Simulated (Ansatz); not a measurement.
# Geometry relaxation, with input and output: TiSi₈ (part 4 of 4)

TiSi₈ (slab, 9 atoms in the cell); DFT PBEsol, scalar-relativistic, plane waves, PAW (Ansatz 0.2.0); cutoff 420 eV, 8×6×1 k-mesh, Gaussian smearing of 0.05 eV, collinear spins. The structure derives from an entry of the Crystallography Open Database. The run did not end well. The input holds or restrains some coordinates. Forces given for the steps count only the free coordinates. It belongs to a series of runs on one base structure; here: Ti put at a top Si site.

Geometry of the input (Å; fractional positions):
```
3.8417  0.0000  0.0000
0.0000  5.4330  0.0000
0.0000  0.0000  24.7626
Si 0.5000  0.0000  0.3433
Si 0.0000  0.2500  0.3433
Si 0.0000  0.5000  0.4208
Si 0.5000  0.7500  0.4208
Si 0.5000  0.0046  0.4985
Si 0.0000  0.2454  0.4985
Si 0.0000  0.5107  0.5708
Si 0.5000  0.7393  0.5708
Ti 0.0000  0.5107  0.6806
```

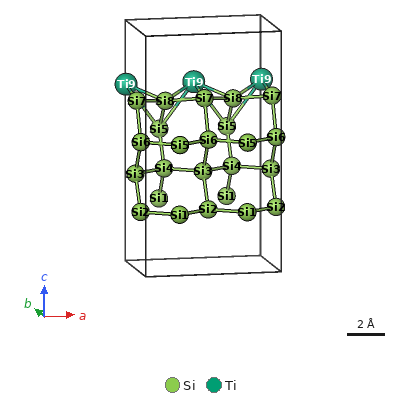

**Figure 1.** The geometry at step 17 of the log (ball-and-stick view of the 2 × 1 repeat of the cell, with the vacuum cut short, seen slightly off an axis; atoms are numbered from 1 in the order of the input).

## Trajectory as extended XYZ, continued
```
9
Lattice="3.8417 0.0000 0.0000 0.0000 5.4330 0.0000 0.0000 0.0000 24.7626" Properties=species:S:1:pos:R:3:forces:R:3 step=14 energy=-7440.53407
Si    1.9209    0.0000    8.5000    0.0000   0.4690   0.3348
Si    0.0000    1.3583    8.5000    0.0000  -0.4255   0.2136
Si    0.0000    2.7165   10.4209    0.0000  -0.1422   0.0382
Si    1.9209    4.0748   10.4209    0.0000  -0.2343  -0.3104
Si    1.9209   -0.0631   12.3719    0.0000   0.0311   0.0605
Si    0.0000    1.3199   12.3966    0.0000   0.0305   0.0683
Si    0.0000    2.3366   14.5630    0.0000  -0.0452   0.0216
Si    1.9209    3.8494   14.2142    0.0000  -0.2997   0.1989
Ti    0.0000    4.8373   15.5132    0.0000   0.6177  -0.6233
9
Lattice="3.8417 0.0000 0.0000 0.0000 5.4330 0.0000 0.0000 0.0000 24.7626" Properties=species:S:1:pos:R:3:forces:R:3 step=15 energy=-7440.73127
Si    1.9209    0.0000    8.5000    0.0000   0.4714   0.3479
Si    0.0000    1.3583    8.5000    0.0000  -0.4183   0.2171
Si    0.0000    2.7165   10.4209    0.0000  -0.1904   0.0391
Si    1.9209    4.0748   10.4209    0.0000  -0.2114  -0.2665
Si    1.9209   -0.0691   12.3851    0.0000   0.0111   0.1138
Si    0.0000    1.3206   12.4081    0.0000  -0.0053   0.0956
Si    0.0000    2.3227   14.5865    0.0000   0.0391  -0.0263
Si    1.9209    3.8089   14.2201    0.0000  -0.2769   0.2608
Ti    0.0000    4.9748   15.3749    0.0000   0.5797  -0.7861
9
Lattice="3.8417 0.0000 0.0000 0.0000 5.4330 0.0000 0.0000 0.0000 24.7626" Properties=species:S:1:pos:R:3:forces:R:3 step=16 energy=-7440.93449
Si    1.9209    0.0000    8.5000    0.0000   0.4775   0.3603
Si    0.0000    1.3583    8.5000    0.0000  -0.4230   0.1930
Si    0.0000    2.7165   10.4209    0.0000  -0.2455   0.0608
Si    1.9209    4.0748   10.4209    0.0000  -0.1722  -0.1945
Si    1.9209   -0.0777   12.4027    0.0000  -0.0392   0.1706
Si    0.0000    1.3175   12.4197    0.0000  -0.0116   0.1049
Si    0.0000    2.3213   14.5988    0.0000   0.2125  -0.0788
Si    1.9209    3.7787   14.2375    0.0000  -0.2283   0.2573
Ti    0.0000    5.0927   15.2197    0.0000   0.4280  -0.8716
9
Lattice="3.8417 0.0000 0.0000 0.0000 5.4330 0.0000 0.0000 0.0000 24.7626" Properties=species:S:1:pos:R:3:forces:R:3 step=17 energy=-7441.16911
Si    1.9209    0.0000    8.5000    0.0000   0.4771   0.3453
Si    0.0000    1.3583    8.5000    0.0000  -0.4321   0.1526
Si    0.0000    2.7165   10.4209    0.0000  -0.3345   0.1079
Si    1.9209    4.0748   10.4209    0.0000  -0.0821  -0.0161
Si    1.9209   -0.0913   12.4344    0.0000  -0.1228   0.1838
Si    0.0000    1.3138   12.4343    0.0000   0.0548   0.0742
Si    0.0000    2.3576   14.5889    0.0000   0.0208   0.1270
Si    1.9209    3.7542   14.2727    0.0000  -0.0395   0.1551
Ti    0.0000    5.1704   15.0408    0.0000   0.4580  -1.1279
9
Lattice="3.8417 0.0000 0.0000 0.0000 5.4330 0.0000 0.0000 0.0000 24.7626" Properties=species:S:1:pos:R:3:forces:R:3 step=18 energy=-7441.43240
Si    1.9209    0.0000    8.5000    0.0000   0.4570   0.2601
Si    0.0000    1.3583    8.5000    0.0000  -0.4629   0.1741
Si    0.0000    2.7165   10.4209    0.0000  -0.3907   0.1718
Si    1.9209    4.0748   10.4209    0.0000  -0.0001   0.1332
Si    1.9209   -0.1048   12.4602    0.0000  -0.1535   0.2102
Si    0.0000    1.3172   12.4473    0.0000   0.1486   0.0436
Si    0.0000    2.3755   14.5992    0.0000  -0.0067   0.2352
Si    1.9209    3.7432   14.2978    0.0000   0.1008   0.2068
Ti    0.0000    5.2322   14.8603    0.0000   0.3075  -1.4347
9
Lattice="3.8417 0.0000 0.0000 0.0000 5.4330 0.0000 0.0000 0.0000 24.7626" Properties=species:S:1:pos:R:3:forces:R:3 step=19 energy=-7441.70782
Si    1.9209    0.0000    8.5000    0.0000   0.4610   0.2566
Si    0.0000    1.3583    8.5000    0.0000  -0.4460   0.1200
Si    0.0000    2.7165   10.4209    0.0000  -0.4259   0.1973
Si    1.9209    4.0748   10.4209    0.0000   0.0674   0.2570
Si    1.9209   -0.1163   12.4835    0.0000  -0.1732   0.0606
Si    0.0000    1.3305   12.4553    0.0000   0.1831  -0.0821
Si    0.0000    2.3890   14.6185    0.0000   0.0379   0.1774
Si    1.9209    3.7427   14.3266    0.0000   0.0348   0.1161
Ti    0.0000    5.2681   14.6733    0.0000   0.2607  -1.1027
```

## What the run reported

```tsv
quantity	value
outcome	stopped at the time limit
wall time	16 min (CPU time 29 min)
peak memory	1.1 GiB
```

## What went wrong

The run was cut off by its time limit, so the output is incomplete.
